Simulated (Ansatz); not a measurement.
Input of the run:

```yaml
crystal:
  lattice:
    - [0.0, 2.5450727058, 2.5450727058]
    - [2.5450727058, 0.0, 2.5450727058]
    - [2.5450727058, 2.5450727058, 0.0]
  atoms:
    - { symbol: Zr, position: [0.0, 0.0, 0.0] }
    - { symbol: O, position: [0.75, 0.75, 0.75] }
    - { symbol: O, position: [0.25, 0.25, 0.25] }
hamiltonian:
  xc: pbe
  pseudopotentials: { kind: paw }
kpoints:
  mp_grid: { grid: [9, 9, 9] }
  band_path:
    path:
      - [[0.0, 0.0, 0.0], [0.5, 0.0, 0.5], [0.5, 0.25, 0.75], [0.375, 0.375, 0.75], [0.0, 0.0, 0.0], [0.5, 0.5, 0.5], [0.625, 0.25, 0.625], [0.5, 0.25, 0.75], [0.5, 0.5, 0.5], [0.375, 0.375, 0.75]]
      - [[0.625, 0.25, 0.625], [0.5, 0.0, 0.5]]
    npoints: 14
scf:
  occupations: { method: fermi_dirac, width: 0.05 }
  n_extra_bands: 7
output:
  forces: true
  stress: true
  eigenvalues: true
  fatbands: true
  write_density: true
  write_potential: true
  elf: true
  volumetric_format: npy
```

System: fluorite-type ZrO₂, space group Fm-3m, 3 atoms in the primitive cell.

Method: PBE, Ansatz PAW, no spin polarisation, no spin-orbit coupling, 9×9×9 k mesh, 420 eV cutoff, Fermi-Dirac smearing of 0.05 eV (Ansatz).

Predict the main features of the band structure. The path is Γ–X–W–K–Γ–L–U–W–L–K|U–X.

The material is gapped. The gap along this path is 3.36 eV and indirect, from the valence-band top at X to the conduction-band bottom at Γ; the smallest direct gap is 3.80 eV, at X. The top valence level at X is a single band, not degenerate (spin aside). The top valence band spans 1.6 eV and the lowest conduction band 1.1 eV. The direct gaps are 5.64 eV at L, 4.36 eV at K and 4.36 eV at U.

LDA, GGA and most meta-GGA functionals understate gaps. The cell is at 4 GPa in this functional. The usual form of ZrO2 is monoclinic (baddeleyite).

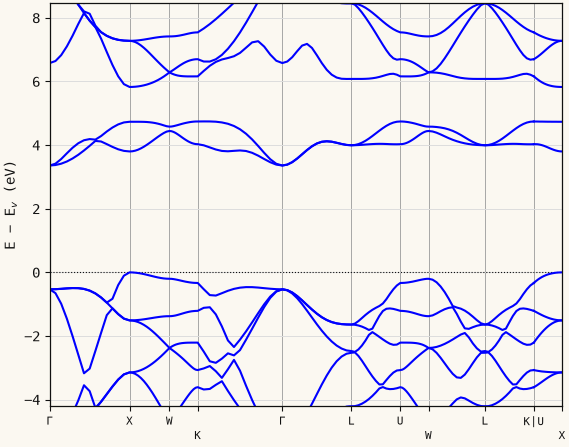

Band structure. Energies are counted from the top of the valence band.
